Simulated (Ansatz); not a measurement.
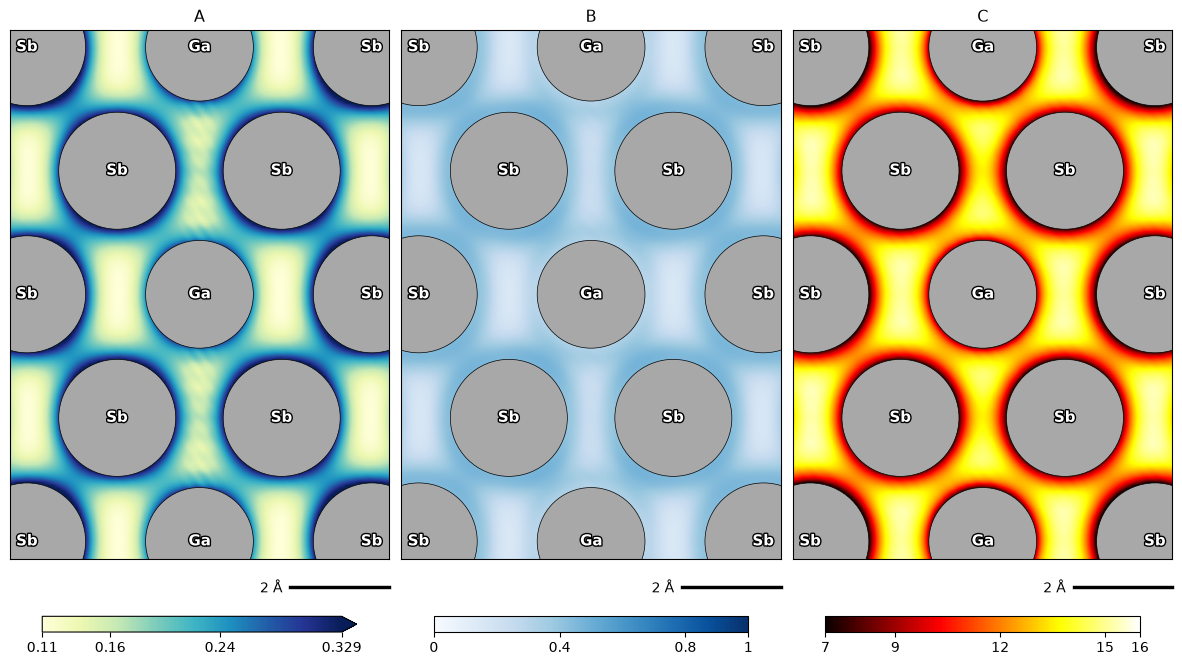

GaSb3: 3 fields on the (101̄) plane of the conventional cell, with unlabelled colour scales. Grey discs cover the atomic cores.

Space group C2/m; a point of a scan over the structure, not its minimum; a structure from a database of computed crystals, not necessarily the ambient phase; changed on purpose from its base cell (mode 4 frozen in at -0.082 Å, equal normal strain along x and y -0.0267); not relaxed (largest force 0.5 eV/Å); computed pressure about 5 GPa in this cell; PAW files of the earlier set (soft_1).

All numbers below come from Ansatz, DFT PBEsol+D3(BJ), scalar-relativistic, plane waves, PAW.

Match the panels to the quantities (electron localisation function, electrostatic potential energy of an electron and valence pseudo-density).

Answer. Panel A: valence pseudo-density. Panel B: electron localisation function. Panel C: electrostatic potential energy of an electron (low next to the atoms, rising into the space between them). From the grid: Ga–Sb (3.01 Å): the density is about 0.22 e/Å³ at the midpoint; the ELF is about 0.45 at the midpoint. Sb–Sb (3.10 Å): ρ is about 0.24 e/Å³ halfway; the ELF is about 0.45 at the midpoint.
